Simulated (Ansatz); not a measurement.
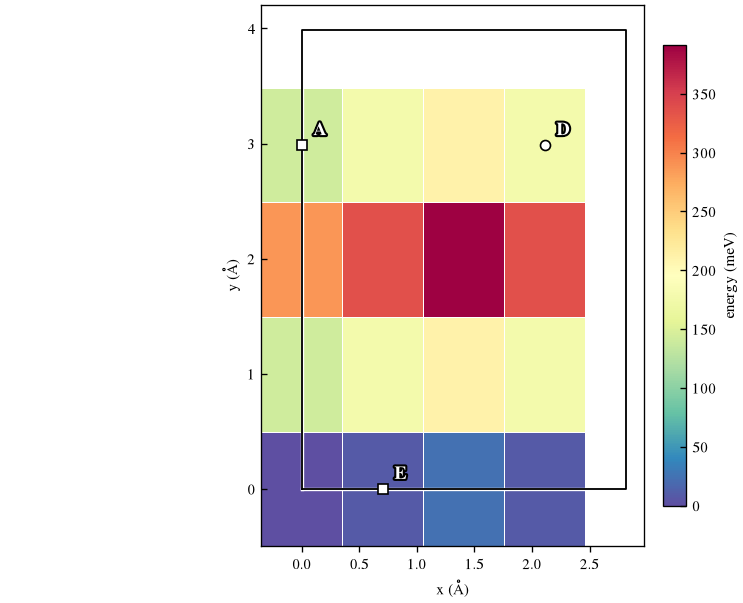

Cu on an Al(110) slab cut from the Fm-3m phase, its upper half relaxed before the scan (16 atoms of substrate and one adsorbate in a 2 × 2 cell). 
- Cu is moved over the surface cell at a fixed height above a rigid substrate; the origin of the map has the adsorbate above Al13; the height is held at 2.50 Å.
- Places are given modulo a cell vector. The map is drawn in real space over the plane of the surface.
- The grid has 4 × 4 points; 9 points were computed and 7 follow by symmetry.
- Places are given in fractions of the 1 × 1 surface cell.
- Energies: meV, counted from the lowest grid point.
- The runs have no spin polarisation, so an open-shell adsorbate far from the surface lies too high. At a fixed height the lowest place need not be the adsorption site.
- All numbers below come from DFT PBE+D3(BJ), scalar-relativistic, plane waves, PAW (Ansatz 0.2.0). Settings: cutoff 420 eV, k-mesh 5×4×1, gaussian smearing 0.1 eV, no spin polarisation.

Drawn: one coloured cell a grid point, the outline of one cell of the plane, lettered points.

Is A the lowest point of the computed grid?

Answer. No. A lies 141 meV above the lowest grid point, which is at the top site over a surface Al atom, (0/4, 0/4) of the cell vectors.

Rank the lettered points by energy, lowest first.

Answer. E (8 meV), A (141 meV), D (176 meV).

PAW datasets: the set soft_1.
